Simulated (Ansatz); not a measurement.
Single-point calculation of GaAs (part 1 of 2)

The run: single-point calculation of GaAs (slab, 16 atoms in the cell). Method and program: DFT PBE, scalar-relativistic, plane waves, PAW, no spin polarisation (Ansatz 0.2.0).

The structure derives from an entry of the Crystallography Open Database. It belongs to a series of runs on one base structure; here: the slab at its places in the relaxed adsorbed structure. Figures and captions count atoms from 1; the log counts them from 0 in places.

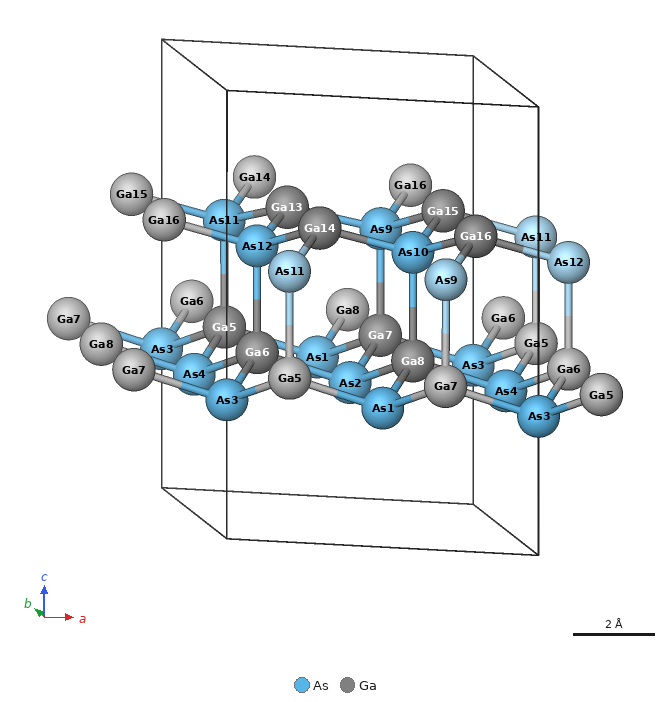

Figure 1. The input geometry (ball-and-stick view of the cell of the calculation, with the vacuum cut short, seen slightly off an axis; neighbours outside the cell are drawn fainter; atoms are numbered from 1 in the order of the input). An atom can appear more than once, as a periodic image.

## The input
```yaml
crystal:
  lattice:
    - [8.1252007246, 0.0, 0.0]
    - [-4.0626003623, 7.0366302384, 0.0]
    - [0.0, 0.0, 25.5283741319]
  atoms:
    - { symbol: As, position: [0.5, 0.0, 0.3133767924] }
    - { symbol: As, position: [0.5, 0.5, 0.3133767924] }
    - { symbol: As, position: [0.0, 0.0, 0.3133767924] }
    - { symbol: As, position: [0.0, 0.5, 0.3133767924] }
    - { symbol: Ga, position: [0.1666666667, 0.8333333333, 0.345861228] }
    - { symbol: Ga, position: [0.1666666667, 0.3333333333, 0.345861228] }
    - { symbol: Ga, position: [0.6666666667, 0.8333333333, 0.345861228] }
    - { symbol: Ga, position: [0.6666666667, 0.3333333333, 0.345861228] }
    - { symbol: As, position: [0.6682116082, 0.8341970353, 0.4503999223] }
    - { symbol: As, position: [0.6667023753, 0.3333439057, 0.4521031009] }
    - { symbol: As, position: [0.1660824625, 0.8341531262, 0.4503724608] }
    - { symbol: As, position: [0.166002833, 0.3320403633, 0.4504348877] }
    - { symbol: Ga, position: [0.3334840333, 0.6668320981, 0.4742874594] }
    - { symbol: Ga, position: [0.3330488678, 0.166618976, 0.4789397106] }
    - { symbol: Ga, position: [0.8336676845, 0.6671567144, 0.4788613727] }
    - { symbol: Ga, position: [0.8336066417, 0.1666185193, 0.4789622876] }
basis:
  ecutwfc: 420
kpoints:
  mp_grid: { grid: [2, 2, 1] }
hamiltonian:
  xc: pbe
scf:
  occupations: { method: gaussian, width: 0.05 }
output:
  forces: true
  eigenvalues: true
  write_density: true
  volumetric_format: npy
efield:
  axis: 3
  dipole_correction: true
  ramp_width: 0.04
```

Machine: 4 threads of Intel Xeon (Sapphire Rapids), 32 GiB of memory available, shared host.

Launch command:
```bash
ansatz run input.yaml --threads 4 --pin off --max-ram 10240MiB --backend cpu --events-out ev --progress --plain --runs-dir out
```

## Log
```
Engine: ansatz 0.2.0, x86_64-unknown-linux-gnu
Pseudopotentials: kind: paw
Pseudopotential: As, paw, valence charge 15, recommended cutoff 420 eV (normal), As.paw.azcp
Pseudopotential: Ga, paw, valence charge 13, recommended cutoff 420 eV (normal), Ga.paw.azcp
Functional definition: PBE
  parameter kappa = 0.804
  parameter beta = 0.06672455060314922
  exchange = pbe_x(kappa = kappa, mu = beta*pi^2/3)
  correlation = pbe_c(beta = beta)
Crystal: 16 atoms, lattice volume = 1459.560 Å³
Basis set: ecut = 420 eV, 28555 PW (Γ), exchange–correlation on 120×120×360 points (8 copies of the dense FFT grid, shifted against one another)
Bands: 135, of which v1, the nominal top of the filled ones, is band 112 counted from 1 (111 counted from 0)
Symmetry: 1 space group operations
Space group: P1 (ITA 1), of the structure as read, at distance tolerance 1.1e-4 Å
k-points: 4
Non-local potential: As, projectors of the file, l = 0: 2, l = 1: 2, l = 2: 3, l = 3: 1
Non-local potential: Ga, projectors of the file, l = 0: 2, l = 1: 2, l = 2: 3, l = 3: 1
PAW form: soft (Blöchl's): semilocal exchange-correlation on the pseudo side does not see the compensation charge
PAW one-centre angular grid: As, 590 points (default); XC on 64 Gauss nodes
PAW one-centre angular grid: Ga, 590 points (default); XC on 64 Gauss nodes
Initial density: superposition of atomic densities (neutral atoms: chi_scale 0, normalization atom), corrected by the library's trained network
Initial wavefunctions: pseudopotential atomic-orbital guess
Functional: x = pbe(κ = 0.804, μ = 0.2195149727645171), c = pbe(β = 0.06672455060314922)
SCF iter   1: F=—  HF=-69112.594701 eV  |F-HF|=—  |Δ(HF+E_count)|=         —  Δρ=2.39e-3  dr2=1.18e0  ethr=1.77e-3  p=0.521 e·Å  D=6.46e-2 V/Å  ΔV_dip=-1.65 eV  dr2_dipole=3.14e-1  V_vac-E_F(+/−)=3.54/5.19 eV  ⟨swp⟩=6.0  Hψ=1979  notcnv=0  defer=38
efield: sawtooth ramp at fractional position 0.8762 (placed from the atoms, in the widest stretch of the axis that holds none; the zero of the levels goes with the place), width 0.0400; the density the first Hamiltonian is built on has a dipole p = 0.521 e·Å; the dipole correction subtracts the counter field D = 6.46e-2 V/Å, which shifts the + side's vacuum level by -1.65 eV against the − side's; the planar-averaged density in the ramp window peaks in size at 2.8e-6 e/Å³
preconditioner: auto → Resta (q_TF=auto, 1.996 Å⁻¹)  ε∞=1.7  [insulator: Δε(μ)=0.376 eV  Ē_g=13.658 eV  σ=0.050 eV  W_gap=1.00  n_scr=214 (ndim 8)  ℏωp=11.7 eV  f_vac=0.694  D(μ)=0.00/eV (n_scr^D=0)  ε∞_Penn≈1.7  vacuum switching on, ρ_ref=1.4e-2 e/Å³]
SCF iter   2: F=—  HF=-69114.850402 eV  |F-HF|=—  |Δ(HF+E_count)|=    2.26e0  Δρ=1.69e-2  dr2=7.38e1  ethr=5.27e-4  p=1.202 e·Å  D=1.49e-1 V/Å  ΔV_dip=-3.81 eV  dr2_dipole=2.26e1  V_vac-E_F(+/−)=2.42/6.22 eV  ⟨swp⟩=3.0  Hψ=740  notcnv=1  defer=66  recentre
preconditioner: auto → LDOS  [insulator: Δε(μ)=0.159 eV  Ē_g=13.423 eV  σ=0.050 eV  W_gap=0.78  n_scr=214 (ndim 8)  ℏωp=11.7 eV  f_vac=0.695  D(μ)=20.78/eV (n_scr^D=96)  ε∞_Penn≈1.8  β→1.0]
SCF iter   3: F=—  HF=-69112.543128 eV  |F-HF|=—  |Δ(HF+E_count)|=    2.31e0  Δρ=1.93e-3  dr2=8.28e-1  ethr=5.27e-4  p=0.546 e·Å  D=6.77e-2 V/Å  ΔV_dip=-1.73 eV  dr2_dipole=2.20e-1  V_vac-E_F(+/−)=3.48/5.21 eV  ⟨swp⟩=3.0  Hψ=730  notcnv=0  defer=45
SCF iter   4: F=—  HF=-69112.476026 eV  |F-HF|=—  |Δ(HF+E_count)|=   6.71e-2  Δρ=1.20e-3  dr2=2.41e-1  ethr=3.70e-4  p=0.608 e·Å  D=7.53e-2 V/Å  ΔV_dip=-1.92 eV  dr2_dipole=6.29e-2  V_vac-E_F(+/−)=3.33/5.25 eV  ⟨swp⟩=1.0  Hψ=624  notcnv=0  defer=61
SCF iter   5: F=—  HF=-69112.480276 eV  |F-HF|=—  |Δ(HF+E_count)|=   4.25e-3  Δρ=1.83e-3  dr2=4.29e-1  ethr=1.07e-4  p=0.667 e·Å  D=8.27e-2 V/Å  ΔV_dip=-2.11 eV  dr2_dipole=7.88e-2  V_vac-E_F(+/−)=3.16/5.27 eV  ⟨swp⟩=2.0  Hψ=556  notcnv=0  defer=66
SCF iter   6: F=—  HF=-69112.461198 eV  |F-HF|=—  |Δ(HF+E_count)|=   1.91e-2  Δρ=2.78e-4  dr2=1.48e-3  ethr=1.07e-4  p=0.662 e·Å  D=8.20e-2 V/Å  ΔV_dip=-2.09 eV  dr2_dipole=4.92e-7  V_vac-E_F(+/−)=3.19/5.28 eV  ⟨swp⟩=2.0  Hψ=511  notcnv=0  defer=66
SCF iter   7: F=—  HF=-69112.461636 eV  |F-HF|=—  |Δ(HF+E_count)|=   4.38e-4  Δρ=2.20e-4  dr2=6.68e-3  ethr=6.63e-7  p=0.660 e·Å  D=8.18e-2 V/Å  ΔV_dip=-2.09 eV  dr2_dipole=1.44e-3  V_vac-E_F(+/−)=3.19/5.28 eV  ⟨swp⟩=2.0  Hψ=901  notcnv=0  defer=66
SCF iter   8: F=—  HF=-69112.461500 eV  |F-HF|=—  |Δ(HF+E_count)|=   1.37e-4  Δρ=1.11e-4  dr2=1.92e-3  ethr=6.63e-7  p=0.663 e·Å  D=8.22e-2 V/Å  ΔV_dip=-2.10 eV  dr2_dipole=4.26e-4  V_vac-E_F(+/−)=3.19/5.29 eV  ⟨swp⟩=2.0  Hψ=495  notcnv=0  defer=66
SCF iter   9: F=—  HF=-69112.461416 eV  |F-HF|=—  |Δ(HF+E_count)|=   8.34e-5  Δρ=4.42e-5  dr2=1.27e-4  ethr=6.63e-7  p=0.665 e·Å  D=8.25e-2 V/Å  ΔV_dip=-2.11 eV  dr2_dipole=1.49e-5  V_vac-E_F(+/−)=3.18/5.29 eV  ⟨swp⟩=2.0  Hψ=495  notcnv=0  defer=66
SCF iter  10: F=—  HF=-69112.461408 eV  |F-HF|=—  |Δ(HF+E_count)|=   8.08e-6  Δρ=2.82e-5  dr2=8.70e-5  ethr=5.66e-8  p=0.666 e·Å  D=8.25e-2 V/Å  ΔV_dip=-2.11 eV  dr2_dipole=1.42e-5  V_vac-E_F(+/−)=3.18/5.29 eV  ⟨swp⟩=1.0  Hψ=474  notcnv=0  defer=66
SCF iter  11: F=—  HF=-69112.461523 eV  |F-HF|=—  |Δ(HF+E_count)|=   1.15e-4  Δρ=6.23e-6  dr2=3.86e-6  ethr=3.88e-8  p=0.666 e·Å  D=8.25e-2 V/Å  ΔV_dip=-2.11 eV  dr2_dipole=6.22e-7  V_vac-E_F(+/−)=3.18/5.29 eV  ⟨swp⟩=1.0  Hψ=474  notcnv=0  defer=66
SCF iter  12: F=—  HF=-69112.461523 eV  |F-HF|=—  |Δ(HF+E_count)|=   1.56e-8  Δρ=1.69e-6  dr2=1.05e-7  ethr=1.72e-9  p=0.666 e·Å  D=8.25e-2 V/Å  ΔV_dip=-2.11 eV  dr2_dipole=1.03e-8  V_vac-E_F(+/−)=3.18/5.29 eV  ⟨swp⟩=2.0  Hψ=571  notcnv=0  defer=66
SCF iter  13: F=-69112.461523 eV  HF=-69112.461523 eV  |F-HF|=9.20e-9  |Δ(HF+E_count)|=   1.69e-7  Δρ=6.62e-7  dr2=2.05e-8  ethr=4.46e-11  p=0.666 e·Å  D=8.25e-2 V/Å  ΔV_dip=-2.11 eV  dr2_dipole=1.24e-9  V_vac-E_F(+/−)=3.18/5.29 eV  ⟨swp⟩=18.2  Hψ=2747  notcnv=0
SCF 1 converged in 13 iterations: F = -69112.461523 eV  dr2 = 2.05e-8
  greatest PAW one-centre occupation: 0.999 electrons in one spin orbital (limit 2), on the As atom at site 3 (counted from 0), in its partial waves of l = 2
```

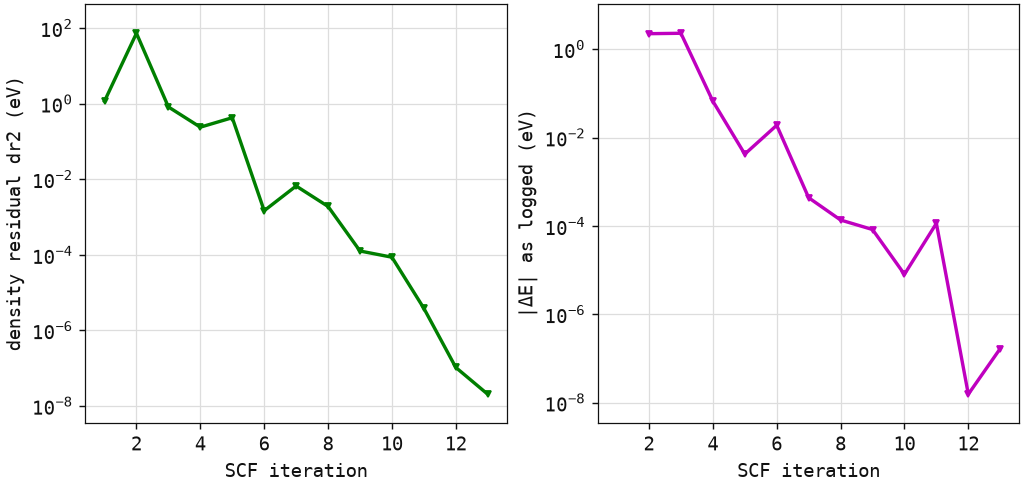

Figure 2. Convergence of the self-consistent field: density residual dr2 and size of the energy change against the SCF iteration. The residual falls unevenly and jumps up by a factor of two or more 2 times on the way down.

```
SCF converged after 13 iterations
Free energy (F): -69112.461523 eV
Harris-Foulkes:  -69112.461523 eV  (|F-HF|=9.20e-9)
Internal energy: -69112.446624 eV  (E = F + TS)
E sigma→0 (E₀):  -69112.454074 eV
Entropy (-TS):   -0.014899 eV (-0.931 meV/atom)
Fermi energy:    -1.079794 eV
Dipole field:    D = 0.082539 V/Å  (p = 0.665765 e·Å, saw-weighted, corrected)
Work function:   Φ+ = 3.1790 eV   Φ− = 5.2861 eV
Levels:          The Fermi level and band energies are counted from a zero that moves with the ramp; work functions are not
--- Per-component energies (eV) ---
  E_band       = -4610.535978
  E_kinetic    = 1735.528192
  E_local      = -224633.345649  (includes V_loc(G=0)·N_el)
  E_nonlocal   = -1975.264318
  E_hartree    = 111381.739334
  E_xc         = -1177.865847
  E_vxc        = -1084.955052  (∫ρ·V_xc dr)
  E_paw        = -30581.704413  (= ΣΔE_a)
  E_vpaw       = -1416.168047  (= ΣTr[D̂ρ^β])
  E_aug_tail   = -0.000930  (compensation charges beyond the density's cutoff)
  E_efield     = 0.027476  (sawtooth field / dipole correction)
  E_vefield    = 0.184052  (∫n·V_field dr)
  E_ewald      = 76138.439531
  E_smearing   = -0.014899  (= −TS)
  E_closure    = 0.000000  (closes the sum)
  Σ components = -69112.461523   (vs F -69112.461523, Δ=0.00e0)
--- Forces (eV/Å), atoms counted from 1 ---
  atom   1  As     0.00001767    -0.00471080     0.44543037
  atom   2  As    -0.00404791     0.00253112     0.44599098
  atom   3  As     0.00001588     0.00008207     0.41598075
  atom   4  As     0.00404697     0.00248404     0.44580524
  atom   5  Ga    -0.02982104     0.01763724    -0.53868982
  atom   6  Ga    -0.00007669    -0.03496676    -0.53556961
  atom   7  Ga     0.02977426     0.01774726    -0.53732611
  atom   8  Ga     0.00011914    -0.00052654    -0.46043977
  atom   9  As     0.05624113     0.03285834     0.36085655
  atom  10  As    -0.00009214     0.00455823     0.29947922
  atom  11  As    -0.05435477     0.03592515     0.36277958
  atom  12  As     0.00238417    -0.06329484     0.35885455
  atom  13  Ga    -0.00066494    -0.00182106    -0.16632559
  atom  14  Ga     0.01852683     0.00889426    -0.29977621
  atom  15  Ga    -0.00186600    -0.02713309    -0.29817614
  atom  16  Ga    -0.02020273     0.00973520    -0.29887569
  max |Σ_I F_I| component: 1.69e-6 eV/Å
--- Band table (eV) ---
  k-point 0: bands = ["-37.1272", "-37.1267", "-37.1266", "-37.1168", "-37.1167", "-37.1164", "-37.1162", "-37.1159", "-37.1157", "-37.1130", "-37.1051", "-37.1046", "-37.1044", "-37.1024", "-37.1023", "-37.1023", "-37.1022", "-37.1013", "-37.0887", "-37.0887", "-35.7694", "-35.7692", "-35.7686", "-35.7686", "-35.7681", "-35.7679", "-35.7670", "-35.7666", "-35.7664", "-35.7626", "-35.7622", "-35.7621", "-35.7617", "-35.7615", "-35.7610", "-35.7452", "-35.7452", "-35.7416", "-35.7382", "-35.7381", "-16.8958", "-16.8731", "-16.8730", "-16.8648", "-16.8278", "-16.8206", "-16.8203", "-16.8050", "-16.8050", "-16.7921", "-16.7919", "-16.7913", "-16.7579", "-16.7578", "-16.7360", "-16.7255", "-16.7252", "-16.6976", "-16.6973", "-16.6904", "-15.6725", "-15.6510", "-15.6509", "-15.6490", "-15.6221", "-15.6220", "-15.6203", "-15.5863", "-15.5860", "-15.5860", "-15.5855", "-15.5855", "-15.5327", "-15.5326", "-15.5322", "-15.5182", "-15.5182", "-15.4921", "-15.4914", "-15.4913", "-13.7136", "-12.3883", "-12.3879", "-12.3675", "-12.0961", "-10.8073", "-10.8071", "-10.7952", "-8.3416", "-8.3012", "-8.3007", "-7.0912", "-7.0908", "-7.0816", "-6.3208", "-4.0476", "-4.0471", "-3.9881", "-3.9206", "-3.9199", "-3.8957", "-3.4582", "-2.6816", "-2.6799", "-2.4214", "-2.4196", "-2.4196", "-2.3370", "-2.3360", "-2.2811", "-1.1150", "-1.1150", "-1.0631", "-0.7421", "-0.7400", "-0.6239", "-0.1312", "-0.0042", "0.1269", "0.1298", "0.6825", "0.9079", "0.9579", "0.9595", "1.9639", "1.9649", "1.9678", "2.1620", "2.4091", "2.4112", "2.9784", "3.6271", "3.6273", "3.6884", "3.9016"]
```
